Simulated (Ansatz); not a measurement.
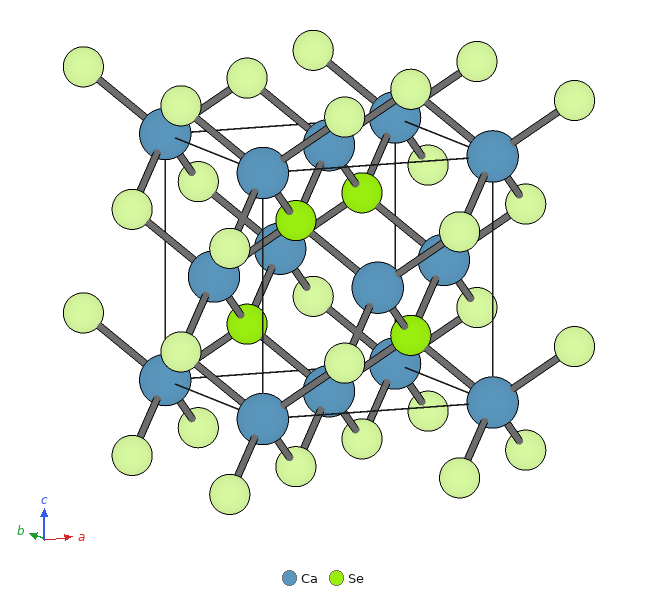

Structure drawing (ball-and-stick), viewed slightly off an axis. The parallelepiped is the conventional unit cell. Outside the box, the atoms bonded to those within are drawn, in fainter colours.

CaSe, zinc blende (sphalerite type), space group F-43m (No. 216), a = 6.461 Å, b = 6.461 Å, c = 6.461 Å, α = 90.00°, β = 90.00°, γ = 90.00°. The cell started as a structure type filled with these elements by a generator (whether the compound takes this form wasn't checked). The cell was then strained or its atoms displaced on purpose. Ansatz was used for an electronic-structure calculation on it.

This one geometry was computed with Ansatz (DFT, plane waves, PAW) at three levels of theory: r2SCAN, PBE and HSE06. It was relaxed with r2SCAN and then strained.

Question: How does the band gap change with the level of theory?

Answer: PBE: a gap of 3.34 eV, indirect; r2SCAN: a gap of 3.85 eV, indirect; HSE06: a gap of 4.25 eV, indirect.

Question: Collect the results in a table.

Answer:
| level | cutoff (eV) | k-mesh of the run's cell | gap (eV) | pressure (GPa) |
| --- | --- | --- | --- | --- |
| r2SCAN | 500 | 6×6×6 | 3.85 | 1.7 |
| PBE | 420 | 6×6×6 | 3.34 | 2.2 |
| HSE06 | 420 | 4×4×4 | 4.25 | 2.0 |

Gaps are taken on the k-mesh or band path of each run.
